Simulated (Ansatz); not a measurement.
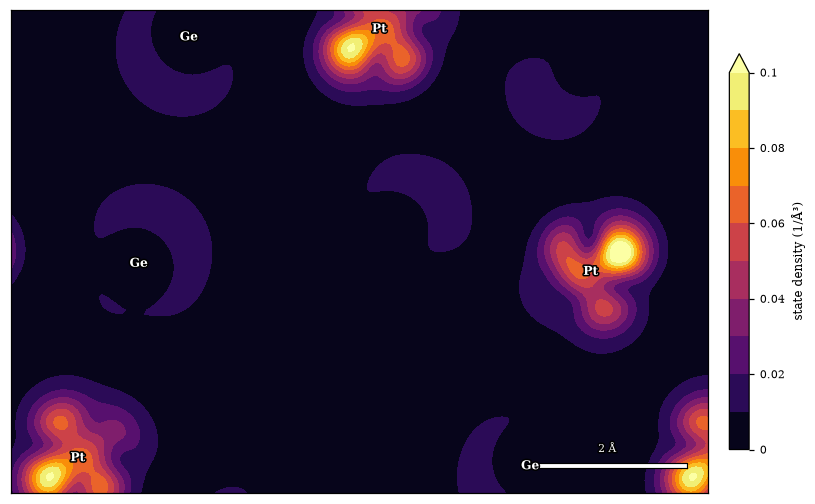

The picture shows: GePt. Density of the Kohn–Sham states from −0.25 to +0.25 eV about the Fermi level (the states at the Fermi level), scaled to one electron a cell: a map on the (111) plane of the conventional cell.

Space group Pnma; the calculation finds a residual pressure of about 8 GPa at this fixed cell. Spin-orbit coupling, left out here, splits and shifts the levels of such heavy elements, by tenths of an eV up to several eV.

These are results of Ansatz, DFT PBE, scalar-relativistic, plane waves, PAW, not measurements.

Core electrons are frozen (PAW), so the fields are smoothed inside the atomic spheres.

Which atoms and orbitals make up these states?

Answer. Löwdin projections on the PAW files' atomic orbitals give Pt 5d (45 %), Ge 4p (35 %) and Ge 4s (15 %).
- In space (atomic cells sized by Bader volumes) the density divides as Pt about 70 % and Ge about 30 %. The two measures disagree here: the projection uses a minimal set of atomic orbitals, while the spatial cells share out diffuse density by volume.
- It nearly vanishes midway along the shortest Pt–Pt contact.

The run took 100 s on 2 threads of Arm Neoverse N1, with other jobs on the host, peak memory 1.1 GiB.
